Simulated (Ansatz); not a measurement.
**BN (slab): density, localisation and related maps**

```cif
data_structure
_symmetry_space_group_name_H-M 'P 1'
_symmetry_Int_Tables_number 1
_cell_length_a 2.5088
_cell_length_b 2.5088
_cell_length_c 17.5000
_cell_angle_alpha 90.000
_cell_angle_beta 90.000
_cell_angle_gamma 120.000
_cell_volume 95.39
loop_
_atom_site_label
_atom_site_type_symbol
_atom_site_fract_x
_atom_site_fract_y
_atom_site_fract_z
_atom_site_occupancy
B1 B 0.00000 0.00000 0.25714 1
N1 N 0.66667 0.33333 0.25714 1
B2 B 0.00000 0.16667 0.47029 1
N2 N 0.66667 0.50000 0.47029 1
```

Computed with Ansatz 0.2.0, DFT PBE+D3(BJ), scalar-relativistic, plane waves, PAW.

The density is the valence pseudo-density of a PAW calculation; it isn't the true density close to the nuclei.

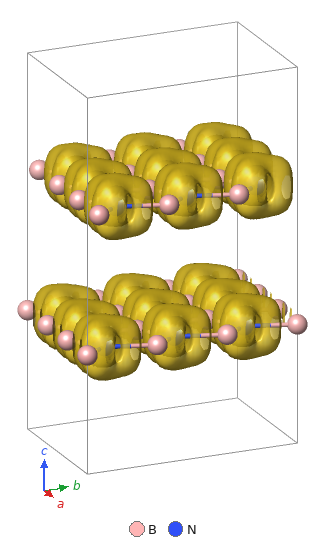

Figure 1. Isosurface of the electron localisation function at 0.75 (yellow), seen slightly off an axis. Core shells and regions of very low density are left out. Sticks mark near contacts.

Describe the localisation domains.

Answer. The ELF exceeds this value in two regions on N in which the atom's valence shell and bonds are merged, counted in one cell of 4 atoms. Counts are for one cell; the picture repeats the cell along the surface. Along the contacts the grid gives the following. B–N (1.45 Å): the ELF peaks at about 0.95 between the atoms: a polar covalent bond.

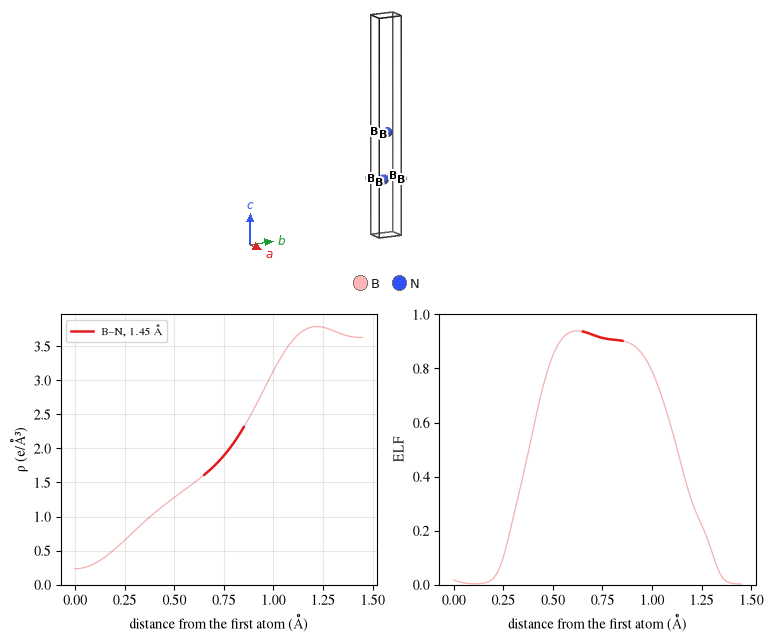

Figure 2. Valence pseudo-density and ELF along straight lines between neighbouring atoms. Thin, pale parts lie inside the atomic spheres. The structure is drawn too.

What can be read from the curves?

Answer. B–N (1.45 Å): ρ is about 1.8 e/Å³ halfway; the ELF peaks at about 0.95 between the atoms: a polar covalent bond.

Metal or insulator at this level of theory?

Answer. It is gapped, with a Kohn–Sham gap of 4.3 eV on the k-point mesh (the band edges may lie off the mesh, which would make the gap smaller).
